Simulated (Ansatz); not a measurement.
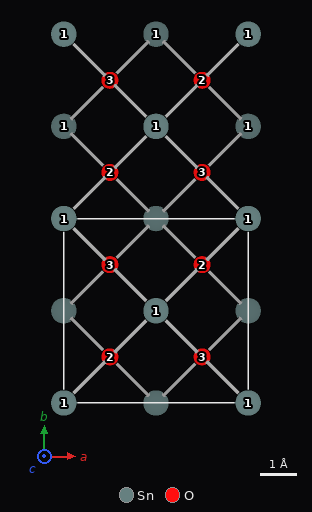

Starting structure of solid SnO2 (set up in Fm-3m). A ball-and-stick model of the conventional cell (4 times the calculation's cell), repeated 1 × 2 × 1 with one cell outlined, seen along the c axis. Lengths and directions refer to the drawn axes.

The run lets cell and atoms move.

Method: Ansatz, Kohn-Sham DFT of a periodic cell, PBEsol, Ansatz PAW.

Input file:
```yaml
crystal:
  lattice:
    - [0.0, 2.57415, 2.57415]
    - [2.57415, 0.0, 2.57415]
    - [2.57415, 2.57415, 0.0]
  atoms:
    - { symbol: Sn, position: [0.0, 0.0, 0.0] }
    - { symbol: O, position: [0.75, 0.75, 0.75] }
    - { symbol: O, position: [0.25, 0.25, 0.25] }
hamiltonian:
  xc: pbesol
  pseudopotentials: { kind: paw }
kpoints:
  mp_grid: { grid: [9, 9, 9] }
scf:
  occupations: { method: fermi_dirac, width: 0.05 }
output:
  forces: true
  stress: true
  eigenvalues: true
relax:
  f_tol: 0.01
  max_steps: 40
  cell: { stress_tol: 0.05 }
```

Run as
```bash
ansatz run input.yaml --threads 2 --pin off --max-ram 5632MiB --backend cpu --events-out ev --progress --plain --runs-dir out
```

Question: What does the optimiser find from here?

Answer: The atoms keep their places relative to the cell (all moves are under 0.005 Å). The volume changes by −3.6 %, with a = b = c 5.148 → 5.085 Å (−1.2 %). Among the contacts that change: Sn1–O2 2.229 → 2.202 Å. The space group stays Fm-3m (No. 225). The energy falls by 9.5 meV per atom in 3 accepted moves (5 points after the start). All forces vanish by symmetry, so only the cell relaxes. The pressure goes from −7.05 to −0.01 GPa. The SCF was repeated twice at an unchanged geometry on a basis and grid sized afresh for the cell, which shifted the energy by 2.3 meV per atom at most.

After the run, drawn alike:

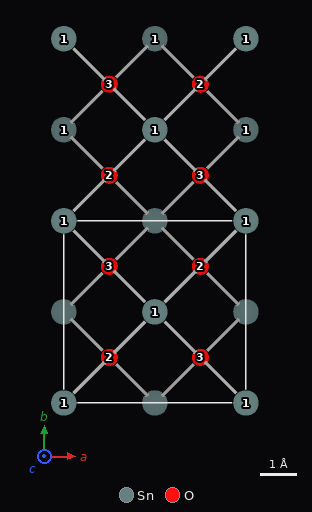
